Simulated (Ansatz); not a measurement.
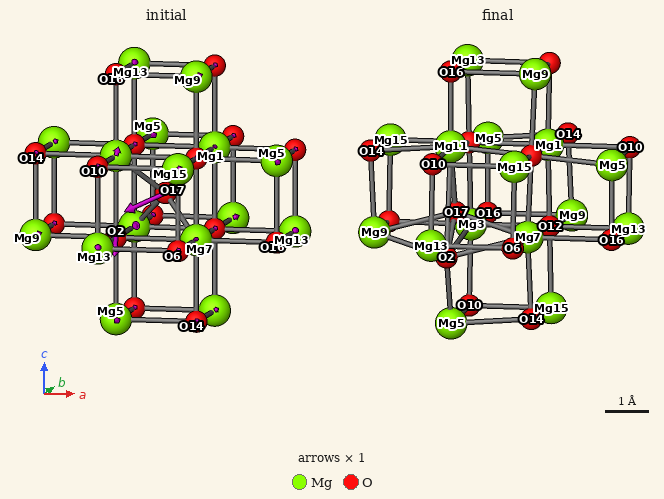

The structure of a defect cell of composition Mg₈O₉ before (left) and after (right) a relaxation, at one scale. The purple arrows give the displacements, at their true length.

Style: ball-and-stick. Shown: the atoms within 4.2 Å of the atom that moves most (axes of the conventional cell (4 times the calculation's cell) (origin shifted)), slightly off an axis. Lengths and directions refer to the drawn axes.

It is an interstitial O in Fm-3m MgO. The run prepares the start of a later molecular dynamics calculation, from a guessed geometry.

Level of theory: DFT PBE-D3(BJ), scalar-relativistic, plane waves, PAW (Ansatz 0.2.0).

Input
```yaml
accuracy: low
crystal:
  lattice:
    - [0.0, 3.907, 3.907]
    - [3.907, 0.0, 3.907]
    - [3.907, 3.907, 0.0]
  atoms:
    - { symbol: Mg, position: [0.0, 0.0, 0.0] }
    - { symbol: O, position: [0.25, 0.25, 0.25] }
    - { symbol: Mg, position: [0.0, 0.0, 0.5] }
    - { symbol: O, position: [0.25, 0.25, 0.75] }
    - { symbol: Mg, position: [0.0, 0.5, 0.0] }
    - { symbol: O, position: [0.25, 0.75, 0.25] }
    - { symbol: Mg, position: [0.0, 0.5, 0.5] }
    - { symbol: O, position: [0.25, 0.75, 0.75] }
    - { symbol: Mg, position: [0.5, 0.0, 0.0] }
    - { symbol: O, position: [0.75, 0.25, 0.25] }
    - { symbol: Mg, position: [0.5, 0.0, 0.5] }
    - { symbol: O, position: [0.75, 0.25, 0.75] }
    - { symbol: Mg, position: [0.5, 0.5, 0.0] }
    - { symbol: O, position: [0.75, 0.75, 0.25] }
    - { symbol: Mg, position: [0.5, 0.5, 0.5] }
    - { symbol: O, position: [0.75, 0.75, 0.75] }
    - { symbol: O, position: [0.1193892, 0.1237268, 0.6261135], spin: 1.0 }
magnetization:
  spin_polarized: true
basis:
  ecutwfc: 420.0
kpoints:
  mp_grid: { grid: [2, 2, 2] }
hamiltonian:
  xc: pbe
  dispersion: d3bj
scf:
  occupations: { method: fermi_dirac, width: 0.05 }
  lower_state_search: "off"
relax:
  f_tol: 0.08
  max_steps: 25
  adjacent_minimum: "off"
output:
  write_density: true
  write_potential: true
  elf: true
  volumetric_format: npy
```

Run as
```bash
ansatz run input.yaml --threads 1 --pin off --max-ram 3072MiB --backend cpu --events-out ev --progress --plain --runs-dir out
```

Summarise the run.

Answer. The atom that moves furthest is O17 (1.11 Å along [−2 −1 −1]). By element the largest moves are O 1.11 Å, Mg 0.24 Å. The cell stays as it was. Among the contacts that change: Mg9–O17 3.242 → 1.981 Å, Mg1–O17 1.687 → 2.828 Å, O12–O17 1.667 → 2.491 Å, O4–O17 1.718 → 2.494 Å. New bonds form: Mg9–O17 (3.24 → 1.98 Å), O2–O17 (1.70 → 1.35 Å). Bonds break: Mg1–O17 (1.69 → 2.83 Å). Bond angles that change, for instance: O6–Mg3–O17 125.9° → 85.2°, Mg7–O2–Mg9 180.0° → 140.2°, O14–Mg11–O17 124.6° → 85.2°. Over 14 accepted moves (16 points after the start) the energy falls by 8.400 eV per cell of the calculation. The largest force component goes from 6 to 0.049 eV/Å. The line search rejected the trial step at point 11 of the run. 1 step only repeated the SCF at the same geometry. The program noted that the starting moments weren't kept.

Limits of the set-up: the program's low-accuracy preset was used; the periodic images lie only 5.5 Å apart, so the values are limited by the cell's size.
